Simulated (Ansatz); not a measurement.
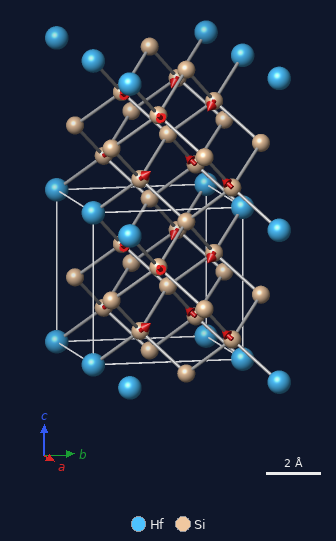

This is a relaxation of solid HfSi₇ (a generated structure, set up in P-43m) (coarse preliminary run). The starting structure is drawn; red arrows show the displacements (the part carried along by the change of the cell is left out), magnified 5 times.

Style: ball-and-stick. Shown: the cell of the calculation, repeated 2 × 1 × 2 with one cell outlined, slightly off an axis.

Method: DFT PBE, scalar-relativistic, plane waves, PAW (Ansatz). Set-up: plane-wave cutoff 420 eV; k-point mesh 4 × 4 × 4; occupations gaussian; smearing width 0.1 eV; no spin polarisation; cell and atoms relaxed; force threshold 0.05 eV/Å; at most 80 steps.

**Atoms of which element are displaced furthest, and by how much?**

Silicon: up to 0.12 Å, against 0.00 Å for hafnium.

**Describe the change and its energy.**

Over 3 accepted moves (4 points after the start) the energy falls by 0.473 eV per cell of the calculation. Largest force component: 1 eV/Å at the start, 0.0085 eV/Å at the end. Pressure: −1.56 GPa at the start and 0.02 GPa at the end. At 1 point the geometry stayed and the basis and grid were re-selected for the new cell (energy shift of 0.9 meV per cell of the calculation at most each time). The largest moves relative to the cell, 0.12 Å, are those of Si atoms. Hf stays in place. The volume changes by −4.5 %, with a = b = c 5.733 → 5.646 Å (−1.5 %). Near-neighbour distances that change, for instance: Hf–Si 2.509 → 2.587 Å, Si–Si 2.474 → 2.401 Å. Bond angles that change, for instance: Si–Si–Si 108.3° → 103.0°, Si–Si–Si 110.0° → 112.8°, Hf–Si–Si 108.9° → 106.3°. The space group stays P-43m (No. 215). Cost: 11 s on 4 threads of Oxide Virtual Turin-like Processor (Zen 5), on a shared host, peak memory 0.54 GiB.
